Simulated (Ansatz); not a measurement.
Run report: TiO2, single-point calculation (part 1 of 2)

System: TiO2 (P4₂/mnm, 6 atoms in the cell).
Method: DFT, PBE, PAW, plane waves, scalar-relativistic, spin-polarised (Ansatz 0.2.0).

The structure derives from an entry of the Crystallography Open Database. The run did not end well. It belongs to a series of runs on one base structure; here: linear mixing, beta 0.7, no preconditioner.

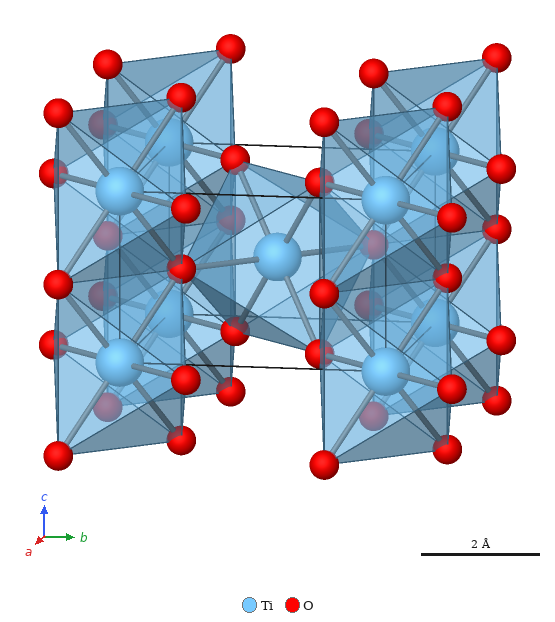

Figure 1. The structure as given in the input (polyhedral view of the cell of the calculation, seen slightly off an axis; polyhedra are completed across the faces of the cell).

**Input**
```yaml
crystal:
  lattice:
    - [4.593, 0.0, 0.0]
    - [0.0, 4.593, 0.0]
    - [0.0, 0.0, 2.959]
  atoms:
    - { symbol: Ti, position: [0.0, 0.0, 0.0], spin: 1.0 }
    - { symbol: Ti, position: [0.5, 0.5, 0.5], spin: 1.0 }
    - { symbol: O, position: [0.3051, 0.3051, 0.0] }
    - { symbol: O, position: [0.1949, 0.8051, 0.5] }
    - { symbol: O, position: [0.6949, 0.6949, 0.0] }
    - { symbol: O, position: [0.8051, 0.1949, 0.5] }
magnetization:
  spin_polarized: true
hamiltonian:
  xc: pbe
  pseudopotentials: { kind: paw }
basis:
  ecutwfc: 420
kpoints:
  mp_grid: { grid: [5, 5, 7] }
scf:
  occupations: { method: fermi_dirac, width: 0.03 }
  lower_state_search: "off"
  algorithm: density_mixing
  max_iter: 80
  mixing: { algorithm: anderson, ndim: 1, beta: 0.7, preconditioner: none }
output:
  forces: true
  stress: true
```

Machine: 2 threads of AMD EPYC (Zen 5), 16 GiB of memory available, shared host.

Run as:
```bash
ansatz run input.yaml --threads 2 --pin off --max-ram 5120MiB --backend cpu --events-out ev --progress --plain --runs-dir out
```

**Output**
```
Engine: ansatz 0.2.0, x86_64-unknown-linux-gnu
Pseudopotentials: kind: paw
Pseudopotential: Ti, paw, valence charge 12, recommended cutoff 420 eV (normal), Ti.paw.azcp
Pseudopotential: O, paw, valence charge 6, recommended cutoff 420 eV (normal), O.paw.azcp
Functional definition: PBE
  parameter kappa = 0.804
  parameter beta = 0.06672455060314922
  exchange = pbe_x(kappa = kappa, mu = beta*pi^2/3)
  correlation = pbe_c(beta = beta)
Crystal: 6 atoms, lattice volume = 62.422 Å³
Basis set: ecut = 420 eV, 1217 PW (Γ), exchange–correlation on 64×64×40 points (8 copies of the dense FFT grid, shifted against one another)
Bands: 31, of which v1, the nominal top of the filled ones, is band 24 counted from 1 (23 counted from 0)
Symmetry: 16 space group operations
Space group: P42/mnm (ITA 136), of the structure as read, at distance tolerance 4.0e-5 Å
Magnetic group: BNS 136.495 (UNI 1155), of the structure as read, at distance tolerance 4.0e-5 Å
k-points: 24 of 175
Non-local potential: Ti, projectors of the file, l = 0: 3, l = 1: 2, l = 2: 3, l = 3: 1
Non-local potential: O, projectors of the file, l = 0: 2, l = 1: 2, l = 2: 1
PAW form: soft (Blöchl's): semilocal exchange-correlation on the pseudo side does not see the compensation charge
PAW one-centre angular grid: Ti, 590 points (default); XC on 64 Gauss nodes
PAW one-centre angular grid: O, 110 points (default); XC on 64 Gauss nodes
Initial density: superposition of atomic densities (chi_scale 0.1, normalization cell, long waves kept (reshape's long-wave potential 0.00 eV rms))
Starting moments: Σ|m| = 2 μB on 2 of 6 sites
Initial wavefunctions: pseudopotential atomic-orbital guess
Functional: x = pbe(κ = 0.804, μ = 0.2195149727645171), c = pbe(β = 0.06672455060314922)
SCF iter   1: F=—  HF=-7277.203883 eV  |F-HF|=—  |Δ(HF+E_count)|=         —  Δρ=5.65e-2 (↑5.65e-2 ↓5.57e-2)  dr2=2.59e0  dr2_m=1.18e0  M=0.000 μB ∫|m|=0.448 μB  β_m=0.70  ethr=3.10e-3  ⟨swp⟩=6.1  Hψ=5937  notcnv=0
SCF iter   2: F=—  HF=-7278.435123 eV  |F-HF|=—  |Δ(HF+E_count)|=    1.23e0  Δρ=6.92e-2 (↑5.54e-2 ↓6.92e-2)  dr2=8.61e0  dr2_m=1.19e-1  M=0.000 μB ∫|m|=0.397 μB  β_m=0.70  ethr=3.10e-3  ⟨swp⟩=3.0  Hψ=3075  notcnv=0  defer=65
SCF iter   3: F=—  HF=-7286.804832 eV  |F-HF|=—  |Δ(HF+E_count)|=    8.37e0  Δρ=1.28e-1 (↑1.28e-1 ↓1.13e-1)  dr2=3.50e1  dr2_m=5.01e-2  M=0.000 μB ∫|m|=0.082 μB  β_m=0.70  ethr=3.10e-3  ⟨swp⟩=6.8  Hψ=4670  notcnv=0  defer=58
SCF iter   4: F=—  HF=-7335.772084 eV  |F-HF|=—  |Δ(HF+E_count)|=    4.90e1  Δρ=4.87e-1 (↑4.82e-1 ↓4.87e-1)  dr2=6.63e2  dr2_m=3.61e-3  M=0.003 μB ∫|m|=0.079 μB  β_m=0.70  ethr=3.10e-3  ⟨swp⟩=4.5  Hψ=4830  notcnv=0  defer=111
SCF iter   5: F=—  HF=-7830.221127 eV  |F-HF|=—  |Δ(HF+E_count)|=    4.94e2  Δρ=7.61e-1 (↑7.61e-1 ↓7.58e-1)  dr2=1.39e3  dr2_m=1.84e-3  M=0.016 μB ∫|m|=0.030 μB  β_m=0.70  ethr=3.10e-3  ⟨swp⟩=8.1  Hψ=9681  notcnv=0  defer=73
SCF iter   6: F=—  HF=-7982.698487 eV  |F-HF|=—  |Δ(HF+E_count)|=    1.52e2  Δρ=1.01e0 (↑1.01e0 ↓1.01e0)  dr2=2.49e3  dr2_m=5.38e-4  M=0.001 μB ∫|m|=0.003 μB  β_m=0.70  ethr=3.10e-3  ⟨swp⟩=12.4  Hψ=15646  notcnv=0  defer=78
SCF iter   7: F=—  HF=-8778.485286 eV  |F-HF|=—  |Δ(HF+E_count)|=    7.96e2  Δρ=1.14e0 (↑1.14e0 ↓1.14e0)  dr2=3.50e3  dr2_m=6.03e-5  M=-0.002 μB ∫|m|=0.003 μB  β_m=0.70  ethr=3.10e-3  ⟨swp⟩=13.9  Hψ=18178  notcnv=0  defer=102
SCF iter   8: F=—  HF=-8626.184659 eV  |F-HF|=—  |Δ(HF+E_count)|=    1.52e2  Δρ=1.19e0 (↑1.19e0 ↓1.19e0)  dr2=3.72e3  dr2_m=7.16e-6  M=0.001 μB ∫|m|=0.001 μB  β_m=0.70  ethr=3.10e-3  ⟨swp⟩=15.4  Hψ=22652  notcnv=0  defer=108
SCF iter   9: F=—  HF=-9012.966594 eV  |F-HF|=—  |Δ(HF+E_count)|=    3.87e2  Δρ=1.20e0 (↑1.20e0 ↓1.20e0)  dr2=3.79e3  dr2_m=9.46e-7  M=-0.000 μB ∫|m|=0.001 μB  β_m=0.70  ethr=3.10e-3  ⟨swp⟩=15.6  Hψ=21465  notcnv=0  defer=100
SCF iter  10: F=—  HF=-8646.952842 eV  |F-HF|=—  |Δ(HF+E_count)|=    3.66e2  Δρ=1.20e0 (↑1.20e0 ↓1.20e0)  dr2=3.78e3  dr2_m=1.80e-7  M=0.000 μB ∫|m|=0.002 μB  β_m=0.70  ethr=3.10e-3  ⟨swp⟩=16.6  Hψ=23959  notcnv=0  defer=100
SCF iter  11: F=—  HF=-9009.721796 eV  |F-HF|=—  |Δ(HF+E_count)|=    3.63e2  Δρ=1.20e0 (↑1.20e0 ↓1.20e0)  dr2=3.78e3  dr2_m=1.23e-7  M=-0.000 μB ∫|m|=0.001 μB  β_m=0.70  ethr=3.10e-3  ⟨swp⟩=15.7  Hψ=21391  notcnv=0  defer=105
SCF iter  12: F=—  HF=-8644.601167 eV  |F-HF|=—  |Δ(HF+E_count)|=    3.65e2  Δρ=1.20e0 (↑1.20e0 ↓1.20e0)  dr2=3.78e3  dr2_m=1.54e-7  M=0.000 μB ∫|m|=0.001 μB  β_m=1.00  ethr=3.10e-3  ⟨swp⟩=15.9  Hψ=23841  notcnv=0  defer=93
SCF iter  13: F=—  HF=-9009.031495 eV  |F-HF|=—  |Δ(HF+E_count)|=    3.64e2  Δρ=1.20e0 (↑1.20e0 ↓1.20e0)  dr2=3.78e3  dr2_m=9.86e-8  M=0.000 μB ∫|m|=0.000 μB  β_m=1.00  ethr=3.10e-3  ⟨swp⟩=16.1  Hψ=21670  notcnv=0  defer=89
SCF iter  14: F=—  HF=-8644.603775 eV  |F-HF|=—  |Δ(HF+E_count)|=    3.64e2  Δρ=1.20e0 (↑1.20e0 ↓1.20e0)  dr2=3.78e3  dr2_m=9.65e-8  M=0.000 μB ∫|m|=0.001 μB  β_m=0.70  ethr=3.10e-3  ⟨swp⟩=16.7  Hψ=23687  notcnv=0  defer=105
SCF iter  15: F=—  HF=-9009.121138 eV  |F-HF|=—  |Δ(HF+E_count)|=    3.65e2  Δρ=1.20e0 (↑1.20e0 ↓1.20e0)  dr2=3.78e3  dr2_m=8.64e-8  M=-0.000 μB ∫|m|=0.001 μB  β_m=1.00  ethr=3.10e-3  ⟨swp⟩=15.6  Hψ=21610  notcnv=0  defer=102
SCF iter  16: F=—  HF=-8644.605593 eV  |F-HF|=—  |Δ(HF+E_count)|=    3.65e2  Δρ=1.20e0 (↑1.20e0 ↓1.20e0)  dr2=3.78e3  dr2_m=3.01e-7  M=-0.000 μB ∫|m|=0.001 μB  β_m=0.70  ethr=3.10e-3  ⟨swp⟩=16.0  Hψ=23607  notcnv=0  defer=97
SCF iter  17: F=—  HF=-9009.082908 eV  |F-HF|=—  |Δ(HF+E_count)|=    3.64e2  Δρ=1.20e0 (↑1.20e0 ↓1.20e0)  dr2=3.78e3  dr2_m=8.77e-8  M=-0.000 μB ∫|m|=0.001 μB  β_m=1.00  ethr=3.10e-3  ⟨swp⟩=16.2  Hψ=22060  notcnv=0  defer=105
SCF iter  18: F=—  HF=-8644.620865 eV  |F-HF|=—  |Δ(HF+E_count)|=    3.64e2  Δρ=1.20e0 (↑1.20e0 ↓1.20e0)  dr2=3.78e3  dr2_m=8.96e-8  M=-0.000 μB ∫|m|=0.001 μB  β_m=0.70  ethr=3.10e-3  ⟨swp⟩=17.1  Hψ=24069  notcnv=0  defer=92
SCF iter  19: F=—  HF=-9009.057685 eV  |F-HF|=—  |Δ(HF+E_count)|=    3.64e2  Δρ=1.20e0 (↑1.20e0 ↓1.20e0)  dr2=3.78e3  dr2_m=7.58e-8  M=0.000 μB ∫|m|=0.001 μB  β_m=0.70  ethr=3.10e-3  ⟨swp⟩=15.6  Hψ=21902  notcnv=0  defer=101
SCF iter  20: F=—  HF=-8644.574223 eV  |F-HF|=—  |Δ(HF+E_count)|=    3.64e2  Δρ=1.20e0 (↑1.20e0 ↓1.20e0)  dr2=3.78e3  dr2_m=1.07e-7  M=-0.000 μB ∫|m|=0.001 μB  β_m=1.00  ethr=3.10e-3  ⟨swp⟩=16.7  Hψ=23988  notcnv=0  defer=102
SCF iter  21: F=—  HF=-9009.117606 eV  |F-HF|=—  |Δ(HF+E_count)|=    3.65e2  Δρ=1.20e0 (↑1.20e0 ↓1.20e0)  dr2=3.78e3  dr2_m=8.88e-8  M=-0.000 μB ∫|m|=0.001 μB  β_m=0.70  ethr=3.10e-3  ⟨swp⟩=15.7  Hψ=21088  notcnv=0  defer=98
SCF iter  22: F=—  HF=-8644.641442 eV  |F-HF|=—  |Δ(HF+E_count)|=    3.64e2  Δρ=1.20e0 (↑1.20e0 ↓1.20e0)  dr2=3.78e3  dr2_m=7.88e-8  M=0.000 μB ∫|m|=0.001 μB  β_m=0.70  ethr=3.10e-3  ⟨swp⟩=16.8  Hψ=23652  notcnv=0  defer=105
SCF iter  23: F=—  HF=-9009.123637 eV  |F-HF|=—  |Δ(HF+E_count)|=    3.64e2  Δρ=1.20e0 (↑1.20e0 ↓1.20e0)  dr2=3.78e3  dr2_m=7.75e-8  M=-0.000 μB ∫|m|=0.001 μB  β_m=0.70  ethr=3.10e-3  ⟨swp⟩=15.6  Hψ=20796  notcnv=0  defer=109
SCF iter  24: F=—  HF=-8644.630735 eV  |F-HF|=—  |Δ(HF+E_count)|=    3.64e2  Δρ=1.20e0 (↑1.20e0 ↓1.20e0)  dr2=3.78e3  dr2_m=2.02e-7  M=0.000 μB ∫|m|=0.001 μB  β_m=1.00  ethr=3.10e-3  ⟨swp⟩=16.3  Hψ=23919  notcnv=0  defer=91
SCF iter  25: F=—  HF=-9009.112437 eV  |F-HF|=—  |Δ(HF+E_count)|=    3.64e2  Δρ=1.20e0 (↑1.20e0 ↓1.20e0)  dr2=3.78e3  dr2_m=1.43e-7  M=0.000 μB ∫|m|=0.001 μB  β_m=0.70  ethr=3.10e-3  ⟨swp⟩=15.8  Hψ=21779  notcnv=0  defer=101
SCF iter  26: F=—  HF=-8644.642298 eV  |F-HF|=—  |Δ(HF+E_count)|=    3.64e2  Δρ=1.20e0 (↑1.20e0 ↓1.20e0)  dr2=3.78e3  dr2_m=1.40e-7  M=-0.000 μB ∫|m|=0.001 μB  β_m=0.70  ethr=3.10e-3  ⟨swp⟩=17.0  Hψ=23930  notcnv=0  defer=101
SCF iter  27: F=—  HF=-9009.111014 eV  |F-HF|=—  |Δ(HF+E_count)|=    3.64e2  Δρ=1.20e0 (↑1.20e0 ↓1.20e0)  dr2=3.78e3  dr2_m=9.31e-8  M=0.000 μB ∫|m|=0.001 μB  β_m=1.00  ethr=3.10e-3  ⟨swp⟩=16.1  Hψ=21249  notcnv=0  defer=103
SCF iter  28: F=—  HF=-8644.633805 eV  |F-HF|=—  |Δ(HF+E_count)|=    3.64e2  Δρ=1.20e0 (↑1.20e0 ↓1.20e0)  dr2=3.78e3  dr2_m=1.20e-7  M=0.000 μB ∫|m|=0.001 μB  β_m=0.70  ethr=3.10e-3  ⟨swp⟩=16.6  Hψ=23516  notcnv=0  defer=101
SCF iter  29: F=—  HF=-9009.090084 eV  |F-HF|=—  |Δ(HF+E_count)|=    3.64e2  Δρ=1.20e0 (↑1.20e0 ↓1.20e0)  dr2=3.78e3  dr2_m=4.05e-8  M=0.000 μB ∫|m|=0.001 μB  β_m=1.00  ethr=3.10e-3  ⟨swp⟩=15.9  Hψ=21355  notcnv=0  defer=107
SCF iter  30: F=—  HF=-8644.620491 eV  |F-HF|=—  |Δ(HF+E_count)|=    3.64e2  Δρ=1.20e0 (↑1.20e0 ↓1.20e0)  dr2=3.78e3  dr2_m=1.23e-7  M=0.000 μB ∫|m|=0.001 μB  β_m=0.74  ethr=3.10e-3  ⟨swp⟩=16.7  Hψ=24002  notcnv=0  defer=96
Mixer restart at iter 30: flushing history
spin-set hold was let go at iteration 30 (at or past its limit, not by a criterion on the site moments or on the charge that they waited for): the magnetisation degrees of freedom join the quasi-Newton model from the next iteration; the mixer history was flushed
SCF iter  31: F=—  HF=-9009.068390 eV  |F-HF|=—  |Δ(HF+E_count)|=    3.64e2  Δρ=1.20e0 (↑1.20e0 ↓1.20e0)  dr2=3.78e3  dr2_m=8.38e-8  M=0.000 μB ∫|m|=0.001 μB  β_m=0.70  ethr=3.10e-3  ⟨swp⟩=15.2  Hψ=21208  notcnv=0  defer=113
SCF iter  32: F=—  HF=-8644.619446 eV  |F-HF|=—  |Δ(HF+E_count)|=    3.64e2  Δρ=1.20e0 (↑1.20e0 ↓1.20e0)  dr2=3.78e3  dr2_m=1.13e-7  M=0.000 μB ∫|m|=0.001 μB  β_m=0.88  ethr=3.10e-3  ⟨swp⟩=16.7  Hψ=23715  notcnv=0  defer=99
SCF iter  33: F=—  HF=-9009.094880 eV  |F-HF|=—  |Δ(HF+E_count)|=    3.64e2  Δρ=1.20e0 (↑1.20e0 ↓1.20e0)  dr2=3.78e3  dr2_m=9.91e-8  M=0.000 μB ∫|m|=0.001 μB  β_m=0.70  ethr=3.10e-3  ⟨swp⟩=15.2  Hψ=21680  notcnv=0  defer=116
SCF iter  34: F=—  HF=-8644.613943 eV  |F-HF|=—  |Δ(HF+E_count)|=    3.64e2  Δρ=1.20e0 (↑1.20e0 ↓1.20e0)  dr2=3.78e3  dr2_m=8.91e-8  M=-0.000 μB ∫|m|=0.001 μB  β_m=0.70  ethr=3.10e-3  ⟨swp⟩=17.0  Hψ=23801  notcnv=0  defer=95
SCF iter  35: F=—  HF=-9009.065495 eV  |F-HF|=—  |Δ(HF+E_count)|=    3.64e2  Δρ=1.20e0 (↑1.20e0 ↓1.20e0)  dr2=3.78e3  dr2_m=5.25e-8  M=0.000 μB ∫|m|=0.001 μB  β_m=0.70  ethr=3.10e-3  ⟨swp⟩=15.9  Hψ=21697  notcnv=0  defer=90
SCF iter  36: F=—  HF=-8644.629416 eV  |F-HF|=—  |Δ(HF+E_count)|=    3.64e2  Δρ=1.20e0 (↑1.20e0 ↓1.20e0)  dr2=3.78e3  dr2_m=1.63e-7  M=-0.000 μB ∫|m|=0.001 μB  β_m=0.70  ethr=3.10e-3  ⟨swp⟩=16.9  Hψ=23962  notcnv=0  defer=88
SCF iter  37: F=—  HF=-9009.092592 eV  |F-HF|=—  |Δ(HF+E_count)|=    3.64e2  Δρ=1.20e0 (↑1.20e0 ↓1.20e0)  dr2=3.78e3  dr2_m=7.06e-8  M=-0.000 μB ∫|m|=0.001 μB  β_m=0.70  ethr=3.10e-3  ⟨swp⟩=16.2  Hψ=21691  notcnv=0  defer=107
SCF iter  38: F=—  HF=-8644.584160 eV  |F-HF|=—  |Δ(HF+E_count)|=    3.65e2  Δρ=1.20e0 (↑1.20e0 ↓1.20e0)  dr2=3.78e3  dr2_m=7.50e-8  M=-0.000 μB ∫|m|=0.001 μB  β_m=1.02  ethr=3.10e-3  ⟨swp⟩=16.8  Hψ=23547  notcnv=0  defer=94
SCF iter  39: F=—  HF=-9009.059490 eV  |F-HF|=—  |Δ(HF+E_count)|=    3.64e2  Δρ=1.20e0 (↑1.20e0 ↓1.20e0)  dr2=3.78e3  dr2_m=8.84e-8  M=0.000 μB ∫|m|=0.001 μB  β_m=0.70  ethr=3.10e-3  ⟨swp⟩=15.7  Hψ=21384  notcnv=0  defer=91
SCF iter  40: F=—  HF=-8644.625222 eV  |F-HF|=—  |Δ(HF+E_count)|=    3.64e2  Δρ=1.20e0 (↑1.20e0 ↓1.20e0)  dr2=3.78e3  dr2_m=1.35e-7  M=-0.000 μB ∫|m|=0.001 μB  β_m=0.70  ethr=3.10e-3  ⟨swp⟩=15.6  Hψ=23764  notcnv=0  defer=92
SCF iter  41: F=—  HF=-9009.098476 eV  |F-HF|=—  |Δ(HF+E_count)|=    3.64e2  Δρ=1.20e0 (↑1.20e0 ↓1.20e0)  dr2=3.78e3  dr2_m=6.75e-8  M=-0.000 μB ∫|m|=0.001 μB  β_m=0.70  ethr=3.10e-3  ⟨swp⟩=15.2  Hψ=21403  notcnv=0  defer=100
SCF iter  42: F=—  HF=-8644.590145 eV  |F-HF|=—  |Δ(HF+E_count)|=    3.65e2  Δρ=1.20e0 (↑1.20e0 ↓1.20e0)  dr2=3.78e3  dr2_m=1.32e-7  M=0.000 μB ∫|m|=0.001 μB  β_m=0.70  ethr=3.10e-3  ⟨swp⟩=17.3  Hψ=24067  notcnv=0  defer=97
SCF iter  43: F=—  HF=-9009.113703 eV  |F-HF|=—  |Δ(HF+E_count)|=    3.65e2  Δρ=1.20e0 (↑1.20e0 ↓1.20e0)  dr2=3.78e3  dr2_m=1.41e-7  M=-0.000 μB ∫|m|=0.001 μB  β_m=0.70  ethr=3.10e-3  ⟨swp⟩=15.7  Hψ=21386  notcnv=0  defer=98
SCF iter  44: F=—  HF=-8644.611371 eV  |F-HF|=—  |Δ(HF+E_count)|=    3.65e2  Δρ=1.20e0 (↑1.20e0 ↓1.20e0)  dr2=3.78e3  dr2_m=1.49e-7  M=0.000 μB ∫|m|=0.001 μB  β_m=0.70  ethr=3.10e-3  ⟨swp⟩=16.7  Hψ=23811  notcnv=0  defer=105
SCF iter  45: F=—  HF=-9009.177167 eV  |F-HF|=—  |Δ(HF+E_count)|=    3.65e2  Δρ=1.20e0 (↑1.20e0 ↓1.20e0)  dr2=3.78e3  dr2_m=7.45e-8  M=0.000 μB ∫|m|=0.001 μB  β_m=0.70  ethr=3.10e-3  ⟨swp⟩=16.3  Hψ=21601  notcnv=0  defer=101
```
